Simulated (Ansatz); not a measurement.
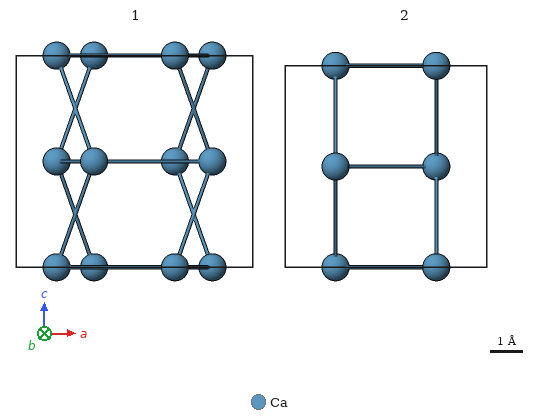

Two geometries of solid Ca (built on the database_72 type), drawn at one scale. One is the start of a relaxation, the other its converged end. A ball-and-stick model of the conventional cell (2 times the calculation's cell), seen along the b axis. Lengths and directions refer to the drawn axes.

Method: DFT PBE, scalar-relativistic, plane waves, PAW in Ansatz. Settings: plane-wave cutoff 420 eV; k-point mesh 10 × 10 × 10; occupations gaussian; smearing width 0.1 eV; no spin polarisation; cell and atoms relaxed; force threshold 0.01 eV/Å; at most 80 steps.

**Which of the two is the end point?**

Structure 2 is the relaxed one. Case: structure listed in a database for this formula (Ibam, No. 72). The largest moves relative to the cell, 0.63 Å, are those of Ca atoms. Cell: a 7.446 → 6.341 Å (−14.8 %), b 7.456 → 8.374 Å (+12.3 %), c 6.660 → 6.339 Å (−4.8 %). Volume −9.0 %. Among the contacts that change: Ca–Ca 5.521 → 3.799 Å, Ca–Ca 4.189 → 3.798 Å, Ca–Ca 3.910 → 4.187 Å, Ca–Ca 3.596 → 3.799 Å. The space group (tolerance 0.01 Å) goes from Ibam (No. 72) to I4/mmm (No. 139). The energy falls by 141 meV per atom in 11 accepted moves (12 points after the start). The largest force component goes from 0.013 to 0.0004 eV/Å. The pressure goes from −0.30 to 0.00 GPa. At 1 point the geometry stayed and the basis and grid were re-selected for the new cell (energy shift of less than 0.05 meV per atom at most each time).
